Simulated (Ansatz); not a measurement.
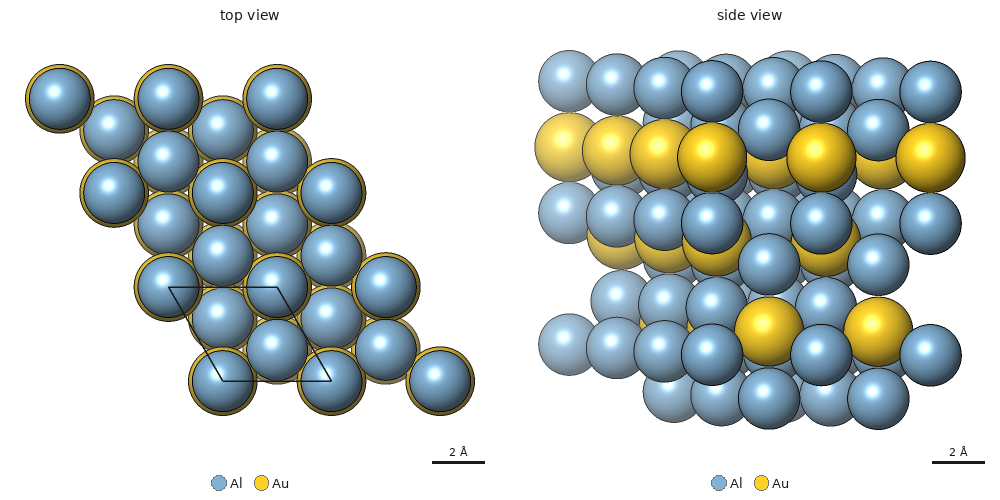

Al2Au(111) (Fm-3m bulk, 11 atomic planes (those closer than 0.6 Å count as one), 12 Å, Al-terminated, slab composition Al8Au3), seen from above and from the side.

These are results of DFT LDA, scalar-relativistic, plane waves, PAW in Ansatz 0.2.0, not measurements. Cutoff 420 eV, 18 × 18 k-points, Gaussian smearing 0.1 eV, dipole correction. The slab is a cut without reconstruction beyond its cell, at the source's lattice constants, with its lower half held fixed and the rest relaxed. No spin polarisation. Spin–orbit coupling is left out; with Au it can shift levels and gaps. The run warns that the functional's potential is rough in the thin density of the vacuum, where the tip is; weak contrasts and barriers may feel it.

Tersoff–Hamann simulation (s-wave tip); biases are sample biases. Bias windows are sharp sums over the levels of the k mesh.

Input file:

```yaml
crystal:
  lattice:
    - [4.24264069, 0.0, 0.0]
    - [-2.12132034, 3.67423461, 0.0]
    - [0.0, 0.0, 32.124355469]
  atoms:
    - { symbol: Al, position: [0.666666666, 0.3333333332, 0.3112902922] }
    - { symbol: Al, position: [0.0, 0.0, 0.3652073502] }
    - { symbol: Au, position: [0.666666666, 0.3333333332, 0.3921658839] }
    - { symbol: Al, position: [0.3333333332, 0.6666666673, 0.4191244083] }
    - { symbol: Al, position: [0.666666666, 0.3333333332, 0.4730414663] }
    - { symbol: Au, position: [0.3333333332, 0.6666666673, 0.4992667482] }
    - { symbol: Al, position: [0.0, 0.0, 0.5240292013] }
    - { symbol: Al, position: [0.3333333332, 0.6666666673, 0.5804737129] }
    - { symbol: Au, position: [0.0, 0.0, 0.6033919265] }
    - { symbol: Al, position: [0.666666666, 0.3333333332, 0.6354827577] }
    - { symbol: Al, position: [0.0, 0.0, 0.6829738571] }
basis:
  ecutwfc: 420.0
  fft_grid_basis: typed
kpoints:
  mp_grid: { grid: [18, 18, 1] }
hamiltonian:
  xc: lda
  pseudopotentials: { kind: paw }
scf:
  occupations: { method: gaussian, width: 0.1 }
output:
  forces: true
  eigenvalues: true
  band_densities:
    - { e_range: [-2.0, -1.0] }
    - { e_range: [-1.0, -0.5] }
    - { e_range: [-0.5, -0.25] }
    - { e_range: [-0.25, 0.0] }
    - { e_range: [0.0, 0.25] }
    - { e_range: [0.25, 0.5] }
    - { e_range: [0.5, 1.0] }
    - { e_range: [1.0, 1.5] }
  band_residual_tolerance: 1.0e-05
  write_potential: true
  elf: true
  write_density: true
  volumetric_format: npy
efield:
  axis: 3
  dipole_correction: true
  ramp_width: 0.04
checkpoint:
  read: start.run
  write: ck
  compress: false
  write_wavefunctions: false
  write_every: 100000
```

Run with:

```sh
ansatz run input.yaml --threads 1 --pin off --max-ram 2211MiB --backend cpu --events-out ev --progress --plain --runs-dir out
```

Cost without the relaxation before it: 3.2 min on 1 thread of Arm Neoverse V1 (shared host), peak memory 0.91 GiB.

**Predict the constant-height image 3.0 Å above the topmost atom at −1.00 V.**

The brightest spots lie over the top Al atoms; the darkest points are over the sites above the Al atoms 1.5 Å below the top plane. The brightest point carries 3.8 times the current of the darkest.

**Predict the constant-height image 3.5 Å above the topmost atom at +0.50 V.**

The brightest spots lie over the top Al atoms; the darkest points are over the sites above the Al atoms 1.5 Å below the top plane. The brightest point carries 3.8 times the current of the darkest.

The computed images, with the atoms seen from above drawn over one corner (deeper ones smaller):

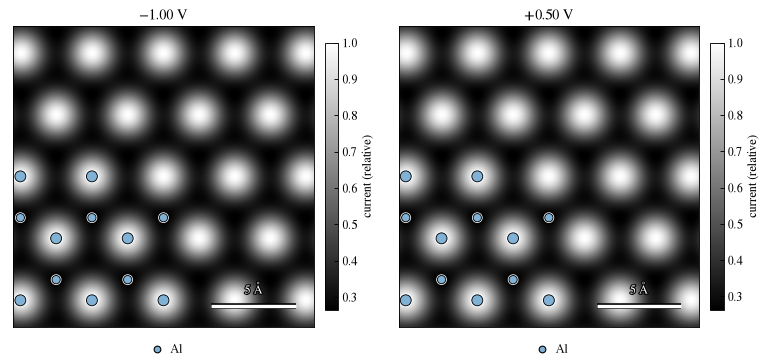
